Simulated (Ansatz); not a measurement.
Cell and atoms:

```
Mo S
1.0
     3.18430    0.00000    0.00000
    -1.59215    2.75769    0.00000
     0.00000    0.00000   19.44630
Mo S
3 6
Direct
  0.00000 0.00000 0.00022
  0.66667 0.33333 0.33356
  0.33333 0.66667 0.66689
  0.33333 0.66667 0.25374
  0.66667 0.33333 0.08004
  0.00000 0.00000 0.58707
  0.33333 0.66667 0.41337
  0.66667 0.33333 0.92040
  0.00000 0.00000 0.74670
```

Q: Interpret the file: composition, symmetry and coordination.

A: The stoichiometry is MoS₂. Space group R3m (No. 160), lattice rhombohedral (trigonal R). Content of the cell: 3 Mo, 6 S (Z = 3). Mo is surrounded by six S in a trigonal prismatic arrangement at 2.41 Å. S sits among three Mo in a trigonal pyramidal arrangement at 2.41 Å. Not all metal-metal contacts are counted. The bonds build MoS2 layers parallel to (001).

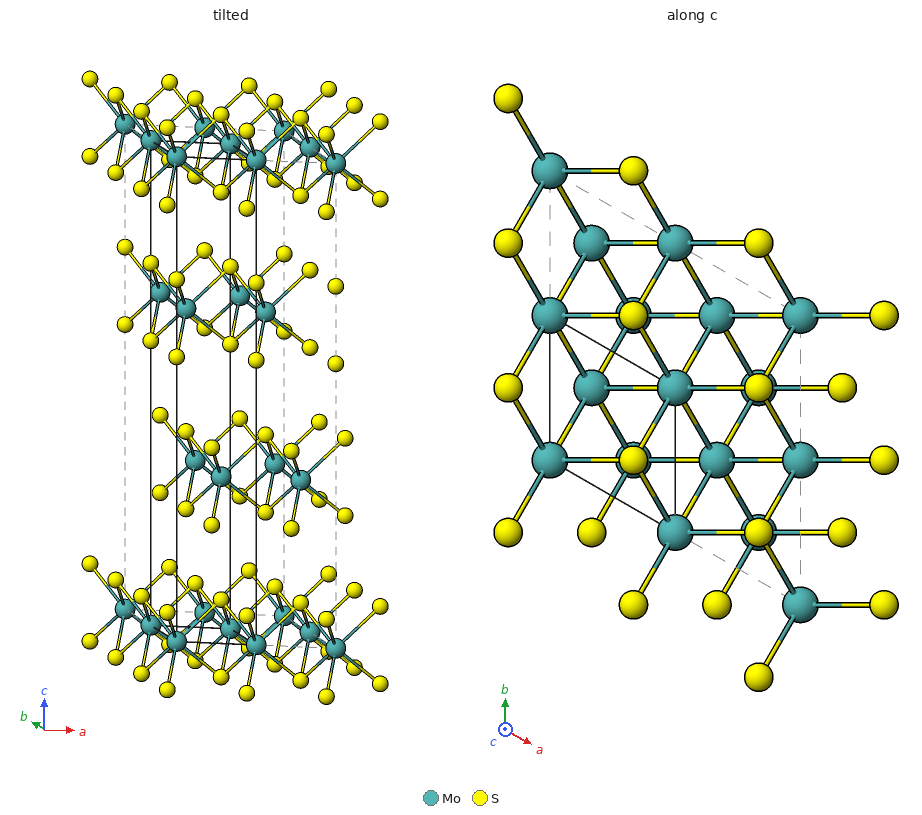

Structure drawing (ball-and-stick), viewed slightly off an axis and along the c axis. 2×2×1 cells are drawn; the solid outline is the conventional unit cell. Some atoms of the next cells are drawn as well. Colours: molybdenum teal, sulfur yellow.

The structure was taken from a structure listed in the Materials Project. Earlier steps of the study may have refined or changed the cell and positions. It went into a calculation with Ansatz.
